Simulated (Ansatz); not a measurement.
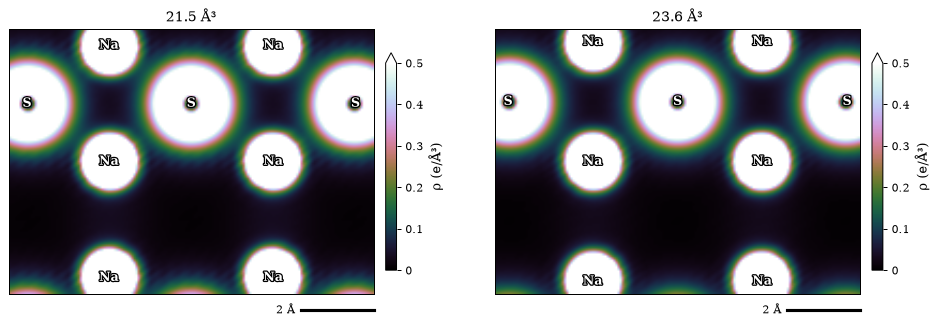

Na₂S. The valence charge density (pseudo) of cells scaled evenly to different volumes (given per atom above each panel), on the (011̄) plane of each (indices in the axes of the cell below), at one length scale and on one colour scale.

All numbers below come from DFT PBE, scalar-relativistic, plane waves, PAW in Ansatz 0.2.0.

The largest cell:

```cif
data_structure
_symmetry_space_group_name_H-M 'P 1'
_symmetry_Int_Tables_number 1
_cell_length_a 4.6443
_cell_length_b 4.6443
_cell_length_c 4.6443
_cell_angle_alpha 60.000
_cell_angle_beta 60.000
_cell_angle_gamma 60.000
_cell_volume 70.83
loop_
_atom_site_label
_atom_site_type_symbol
_atom_site_fract_x
_atom_site_fract_y
_atom_site_fract_z
_atom_site_occupancy
Na1 Na 0.25000 0.25000 0.25000 1
Na2 Na 0.75000 0.75000 0.75000 1
S1 S 0.00000 0.00000 0.00000 1
```

| volume (Å³/atom) | Na–S contact in the plane (Å) | ρ at its midpoint (e/Å³) | pressure (GPa) | gap on the mesh (eV) | 
| --- | --- | --- | --- | --- |
| 21.49 | 2.756 | 0.187 | 3.2 | 2.77 | 
| 22.90 | 2.815 | ? | ? | ? | 
| 23.61 | 2.844 | 0.163 | 0.0 | 2.45 | 

> Estimate the missing row, and compare with the calculation.

Over the known rows ln ρ falls by 1.56 per Å of Na–S distance (the line through the two), which gives 0.171 e/Å³ at 2.815 Å; the calculation gives 0.171 e/Å³. For the pressure, a straight line in volume between the neighbouring rows gives 1.1 GPa; the calculation gives 0.9. For the gap on the mesh, a straight line in volume between the neighbouring rows gives 2.56 eV; the calculation gives 2.55.
